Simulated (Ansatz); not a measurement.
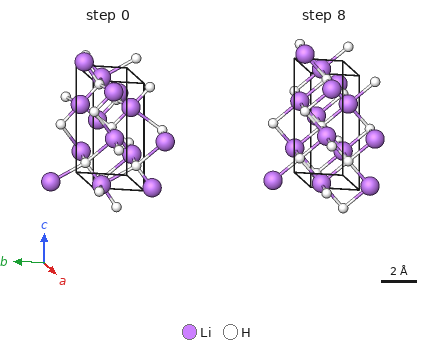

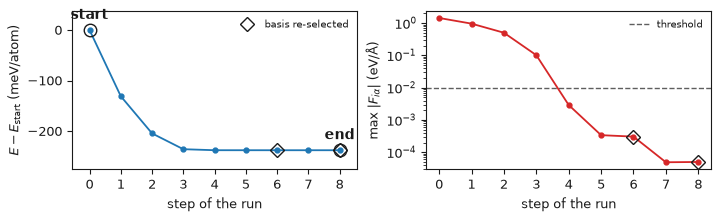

First and last geometry of a relaxation of solid LiH (built on the HgS-154 type type), with the history of the run. The picture is a ball-and-stick view of the cell of the calculation, seen from a free direction.

Computed with DFT, PBEsol, plane waves, PAW in Ansatz 0.2.0.

Input file:
```yaml
crystal:
  lattice:
    - [2.94437312, 0.0, 0.0]
    - [-1.47218656, 2.54990192, 0.0]
    - [0.0, 0.0, 6.47631379]
  atoms:
    - { symbol: Li, position: [0.24155, 0.0, 0.66666667] }
    - { symbol: Li, position: [0.75845, 0.75845, 0.0] }
    - { symbol: Li, position: [0.0, 0.24155, 0.33333333] }
    - { symbol: H, position: [0.543488, 0.0, 0.16666667] }
    - { symbol: H, position: [0.456512, 0.456512, 0.5] }
    - { symbol: H, position: [0.0, 0.543488, 0.83333333] }
kpoints:
  mp_grid: { grid: [9, 9, 4] }
hamiltonian:
  xc: pbesol
scf:
  occupations: { method: fermi_dirac, width: 0.03 }
relax:
  f_tol: 0.01
  cell: {}
  max_steps: 120
```

Launched with:
```bash
ansatz run input.yaml --threads 2 --pin off --max-ram 2211MiB --backend cpu --events-out ev --progress --plain --runs-dir out
```

> What do the curves and the structures tell?

It converged. The largest moves relative to the cell, 0.59 Å, are those of H4, H5 and H6. H6 goes along −b. Largest moves by element: H 0.59 Å, Li 0.26 Å. The drawn cell changes as follows: a = b 2.944 → 2.814 Å (−4.4 %), c 6.476 → 6.893 Å (+6.4 %); the volume changes by −2.8 %. Among the contacts that change: Li1–H5 1.588 → 1.990 Å, Li1–Li2 2.486 → 2.814 Å, Li1–H5 (another image) 2.317 → 1.990 Å, Li1–H5 (another image) 2.267 → 1.990 Å. Among the angles between lasting bonds that change: Li2–H4–Li3 103.0° → 90.0°, H4–Li2–H6 177.2° → 180.0°. The space group (tolerance 0.01 Å) goes from P3_221 (No. 154) to Fm-3m (No. 225). Over 6 accepted moves (8 points after the start) the energy falls by 238 meV per atom. The largest force component goes from 1.4 to under 0.0001 eV/Å. Pressure: 7.52 GPa at the start and 0.00 GPa at the end. At 2 points the geometry stayed and the basis and grid were re-selected for the new cell (energy shift of less than 0.05 meV per atom at most each time).

```csv
step,"E − E(0), meV/atom","largest force component, eV/Å","pressure, GPa","volume, Å³/atom",note
0,0.00,1.4374,7.52,8.104,
1,-131.00,0.9603,3.63,7.944,
2,-204.49,0.5022,1.76,7.756,
3,-235.75,0.1014,0.73,7.743,
4,-237.76,0.0029,0.25,7.827,
5,-237.77,0.0003,0.02,7.877,
6,-237.79,0.0003,0.01,7.877,"same geometry, new basis"
7,-237.79,0.0000,0.00,7.879,
8,-237.79,0.0001,0.00,7.879,"same geometry, new basis"
```
